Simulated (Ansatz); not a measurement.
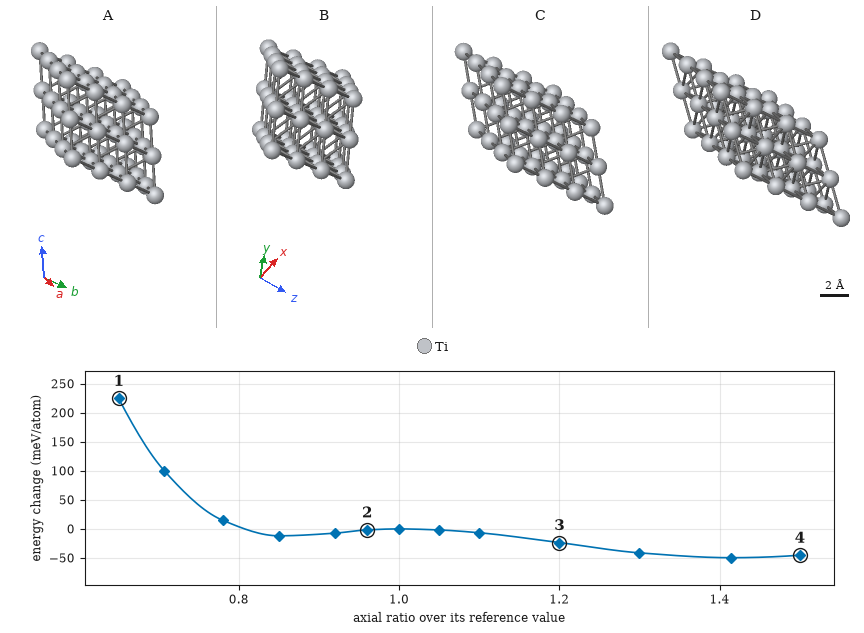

A crystal of Ti (Im-3m): the ratio of the cell's length along z to its lengths across, counted as 1 for the reference, is changed at fixed volume (a tetragonal or Bain path), with the atoms kept at their fractional coordinates. x, y and z are the Cartesian axes of the input. The frames are shuffled; the numbered points of the plot belong to them. Style: ball-and-stick. Shown: the cell of the calculation, repeated 3 × 3 × 2 with one cell outlined, slightly off an axis.

Theory: DFT PBE, scalar-relativistic, plane waves, PAW (Ansatz). Settings: plane-wave cutoff 420 eV; k-point mesh 28 × 28 × 28; occupations gaussian; smearing width 0.15 eV; no spin polarisation. Energies (free energies at the smearing named) are counted from the relaxed crystal.

Which frame belongs to which numbered point?

Answer. Point 1 is frame B (the relative ratio 0.65, 224.8 meV/atom); 2 is frame A (the relative ratio 0.96, −1.6 meV/atom); 3 is frame C (the relative ratio 1.20, −23.5 meV/atom); 4 is frame D (the relative ratio 1.50, −45.3 meV/atom). The lowest computed point lies at the relative ratio 1.414 (−49.6 meV/atom). Further local minima among the points: 0.85 (−11.9 meV/atom). A local maximum lies at 1.00 (0.0 meV/atom). The end points stand at 224.8 meV/atom (0.65) and −45.3 meV/atom (1.50). The distortion takes the space group from Im-3m to I4/mmm, except for Fm-3m at 1.414. At the relative ratio 1.50 the cell of the drawing goes a 2.819 → 2.931 Å, b 2.819 → 2.931 Å, c 2.819 → 2.931 Å, α 109.5° → 122.0°, β 109.5° → 122.0°, γ 109.5° → 86.6°.
